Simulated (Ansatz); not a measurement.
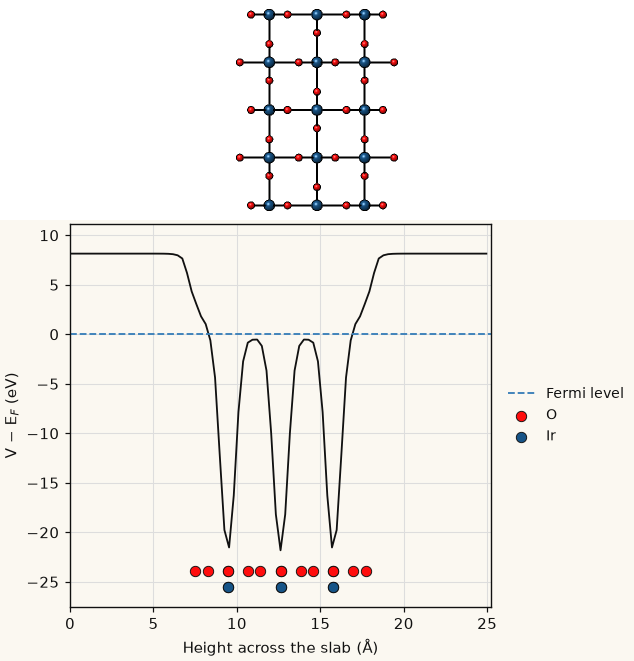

Plane-averaged electrostatic potential energy of an electron across the slab; circles at the bottom mark the heights of the atoms. The structure is drawn too.

Input of the run:

```
crystal:
  lattice:
    - [3.1535737111, 0.0, 0.0]
    - [0.0, 6.3236398647, 0.0]
    - [0.0, 0.0, 25.2288916615]
  atoms:
    - { symbol: O, position: [0.0, 0.5, 0.2972782198] }
    - { symbol: O, position: [0.0, 0.0, 0.3267456999] }
    - { symbol: Ir, position: [0.0, 0.5, 0.3746746399] }
    - { symbol: Ir, position: [0.5, 0.0, 0.3746746399] }
    - { symbol: O, position: [0.5, 0.3087819579, 0.3746746399] }
    - { symbol: O, position: [0.5, 0.6912180421, 0.3746746399] }
    - { symbol: O, position: [0.0, 0.0, 0.4226035799] }
    - { symbol: O, position: [0.0, 0.5, 0.45207106] }
    - { symbol: Ir, position: [0.0, 0.0, 0.5] }
    - { symbol: Ir, position: [0.5, 0.5, 0.5] }
    - { symbol: O, position: [0.5, 0.8087819579, 0.5] }
    - { symbol: O, position: [0.5, 0.1912180421, 0.5] }
    - { symbol: O, position: [0.0, 0.5, 0.54792894] }
    - { symbol: O, position: [0.0, 0.0, 0.5773964201] }
    - { symbol: Ir, position: [0.0, 0.5, 0.6253253601] }
    - { symbol: Ir, position: [0.5, 0.0, 0.6253253601] }
    - { symbol: O, position: [0.5, 0.3087819579, 0.6253253601] }
    - { symbol: O, position: [0.5, 0.6912180421, 0.6253253601] }
    - { symbol: O, position: [0.0, 0.0, 0.6732543001] }
    - { symbol: O, position: [0.0, 0.5, 0.7027217802] }
basis:
  ecutwfc: 420
kpoints:
  mp_grid: { grid: [11, 6, 1] }
hamiltonian:
  xc: pbesol
scf:
  occupations: { method: gaussian, width: 0.1 }
  mixing: { beta: 0.02 }
  max_iter: 71
output:
  forces: true
  stress: true
  eigenvalues: true
efield:
  axis: 3
  dipole_correction: true
  ramp_width: 0.04
```

Run as:
```bash
ansatz run input.yaml --threads 2 --pin off --max-ram 5120MiB --backend cpu --events-out ev --progress --plain --runs-dir out
```

Question: What is the work function?

Answer: The work function is 8.14 eV, the same on both faces. The two vacuum levels agree, so the slab has no net dipole along its normal.

Question: How thick are slab and vacuum?

Answer: The outermost atoms are 10.2 Å apart, which leaves 15.0 Å of vacuum in a cell 25.2 Å high.

The atoms aren't at rest in this cell (largest force 5.7 eV/Å), so the relaxed material can differ. Spin-orbit coupling is left out, which matters for Ir.
